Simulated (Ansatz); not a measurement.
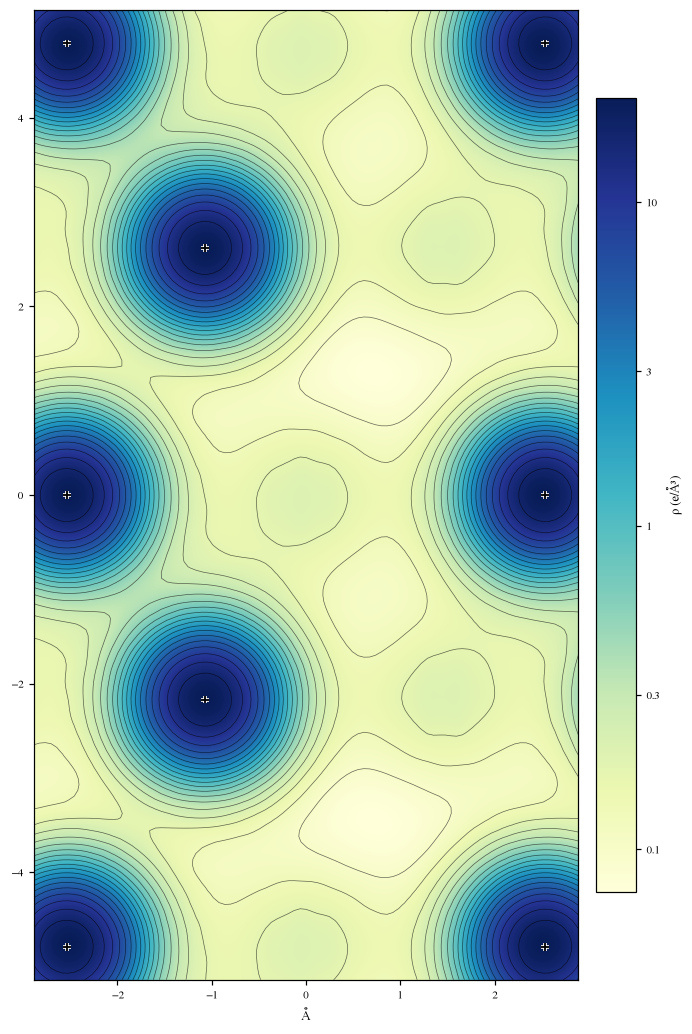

The valence pseudo-density on a plane through atoms (crosses mark nuclei in the plane).

Computed with Ansatz, DFT PBEsol, scalar-relativistic, plane waves, PAW.

Candidates:
A. Cu, a = 2.89 Å, b = 2.89 Å, c = 2.75 Å, α = 90.00°, β = 90.00°, γ = 90.00°. Space group I4/mmm; a structure from a database of computed crystals, not necessarily the ambient phase; computed without spin polarisation.
B. Ag, a = 5.07 Å, b = 2.93 Å, c = 4.79 Å, α = 90.00°, β = 90.00°, γ = 90.00°. Space group C2/m; changed on purpose from its base cell (atom 1 (Ag) moved by (+0.225, -0.225) A along y and z); not relaxed (largest force 1.2 eV/Å); computed pressure about −3 GPa in this cell.

> Which candidate gave the map?

Candidate B: Ag on the (010) plane of the conventional cell, which holds Ag. Ag–Ag (2.62 Å): ρ is about 0.35 e/Å³ halfway. Ag–Ag (3.00 Å): the density is about 0.18 e/Å³ at the midpoint.
